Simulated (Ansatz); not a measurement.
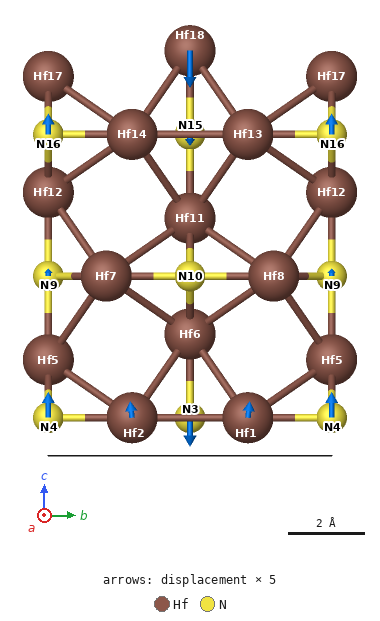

A relaxation of a slab of composition Hf2N (cut from the P4_2/mnm phase). The starting structure is drawn; blue arrows show the displacements, 5 times their true length.

The picture is a ball-and-stick view of the 2 × 1 repeat of the cell, outlined in the plane, without the vacuum (origin shifted), seen along the a axis.

The slab is the (1 1 0) face of Hf2N.

Level of theory: DFT PBEsol, scalar-relativistic, plane waves, PAW (Ansatz).

Input file:
```yaml
crystal:
  lattice:
    - [3.2274489607, 0.0, 0.0]
    - [0.0, 7.4890229864, 0.0]
    - [0.0, 0.0, 24.7017544579]
  atoms:
    - { symbol: Hf, position: [0.5, 0.7045366965, 0.3036221582] }
    - { symbol: Hf, position: [0.5, 0.2954633035, 0.3036221582] }
    - { symbol: "N", position: [0.0, 0.5, 0.3036221582] }
    - { symbol: "N", position: [0.5, 0.0, 0.3036221582] }
    - { symbol: Hf, position: [0.0, 0.0, 0.365633139] }
    - { symbol: Hf, position: [0.0, 0.5, 0.3932000655] }
    - { symbol: Hf, position: [0.5, 0.2045366965, 0.4552110463] }
    - { symbol: Hf, position: [0.5, 0.7954633035, 0.4552110463] }
    - { symbol: "N", position: [0.0, 0.0, 0.4552110463] }
    - { symbol: "N", position: [0.5, 0.5, 0.4552110463] }
    - { symbol: Hf, position: [0.0, 0.5, 0.5172220272] }
    - { symbol: Hf, position: [0.0, 0.0, 0.5447889537] }
    - { symbol: Hf, position: [0.5, 0.7045366965, 0.6067999345] }
    - { symbol: Hf, position: [0.5, 0.2954633035, 0.6067999345] }
    - { symbol: "N", position: [0.0, 0.5, 0.6067999345] }
    - { symbol: "N", position: [0.5, 0.0, 0.6067999345] }
    - { symbol: Hf, position: [0.0, 0.0, 0.6688109153] }
    - { symbol: Hf, position: [0.0, 0.5, 0.6963778418] }
basis:
  ecutwfc: 420
kpoints:
  mp_grid: { grid: [11, 5, 1] }
hamiltonian:
  xc: pbesol
scf:
  occupations: { method: gaussian, width: 0.1 }
output:
  forces: true
  eigenvalues: true
  write_density: true
  write_potential: true
  elf: true
  volumetric_format: npy
relax:
  adjacent_minimum: "off"
  f_tol: 0.02
  max_steps: 60
efield:
  axis: 3
  dipole_correction: true
  ramp_width: 0.04
```

Run as
```bash
ansatz run input.yaml --threads 4 --pin off --max-ram 9216MiB --backend cpu --events-out ev --progress --plain --runs-dir out
```

What did the optimiser do to the structure, and how much energy did it gain?

Answer. After 5 geometry steps the energy has fallen by 0.574 eV per cell of the calculation. Largest force component: 2 eV/Å at the start, 0.01 eV/Å at the end. The largest move relative to the layer's centre is that of Hf18, 0.20 Å along the normal (−c). Largest moves by element: Hf 0.20 Å, N 0.15 Å. The cell stays as it was. Among the contacts that change: N3–Hf6 2.213 → 2.350 Å, N15–Hf18 2.213 → 2.076 Å, Hf13–Hf18 3.138 → 3.022 Å, N4–Hf5 2.225 → 2.129 Å. Among the angles between lasting bonds that change: Hf1–N3–Hf2 180.0° → 167.6°, Hf13–N16–Hf14 180.0° → 173.1°, Hf1–N3–Hf6 90.0° → 83.8°.
